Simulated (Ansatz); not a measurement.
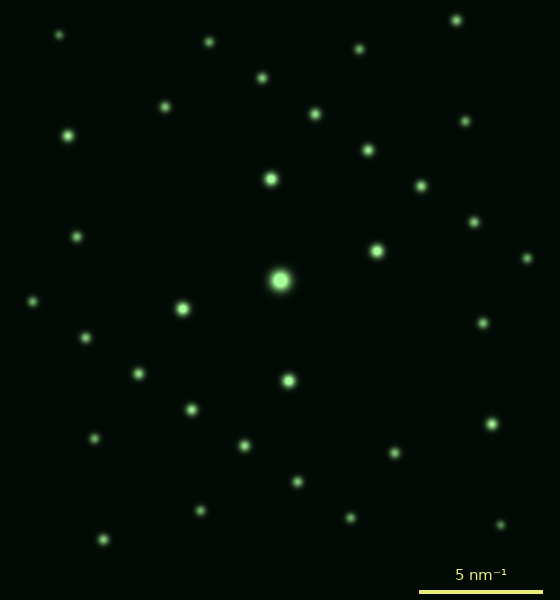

Kinematic zone-axis pattern, calculated for 200 keV electrons with B = 0.5 Å².

It belongs to Ge, space group Pm-3n (No. 223), a = 5.42 Å. Structure: the geometry relaxed with DFT PBE, scalar-relativistic, plane waves, PAW in Ansatz; the starting structure was generated, so it need not be a known form of this composition.

```cif
data_structure
_symmetry_space_group_name_H-M 'Pm-3n'
_symmetry_Int_Tables_number 223
_cell_length_a 5.4183
_cell_length_b 5.4183
_cell_length_c 5.4183
_cell_angle_alpha 90.000
_cell_angle_beta 90.000
_cell_angle_gamma 90.000
_cell_volume 159.07
loop_
_atom_site_label
_atom_site_type_symbol
_atom_site_symmetry_multiplicity
_atom_site_Wyckoff_symbol
_atom_site_fract_x
_atom_site_fract_y
_atom_site_fract_z
_atom_site_occupancy
Ge1 Ge 2 a 0.50000 0.50000 0.50000 1
Ge2 Ge 6 c 0.25000 0.00000 0.50000 1
```

Determine the zone axis from the geometry of the pattern.

Answer. The spots form a rectangular net whose two shortest vectors correspond to d = 3.83 Å and 3.13 Å, 90.0° apart. They index as 0 1 -1 (itself too weak to see) and -1 1 1 (itself extinct), so the zone axis is [211] (or an equivalent direction of <211>).

Which reflections of this zone are missing, and why?

Answer. A glide plane extinguishes reflections such as 1 -1 -1, 1 -3 1, 1 1 -3; reflections such as 1 -5 3, 1 3 -5, 3 -5 -1 are allowed by the space group but vanish because the atoms sit on special positions; reflections such as 0 1 -1, 0 2 -2, 0 3 -3 are allowed but too weak to see at this display level. In a thicker crystal double diffraction can put intensity into those places emptied by glide planes or screw axes that lie on the net of the visible spots, but never into those emptied by centring.

List the strongest reflections.

Answer. Strongest reflections with d > 0.94 Å, one of each family (|F|² from tabulated Gaussian fits of the electron scattering factors, times a small damping for the curvature of the Ewald sphere):

| hkl | d (Å) | I (strongest = 100) |
| --- | --- | --- |
| 1 0 -2 | 2.423 | 100 |
| 0 4 -4 | 0.958 | 46 |
| 2 -2 -2 | 1.564 | 40 |
| 2 -1 -3 | 1.448 | 34 |
| 2 0 -4 | 1.212 | 22 |
| 1 2 -4 | 1.182 | 21 |
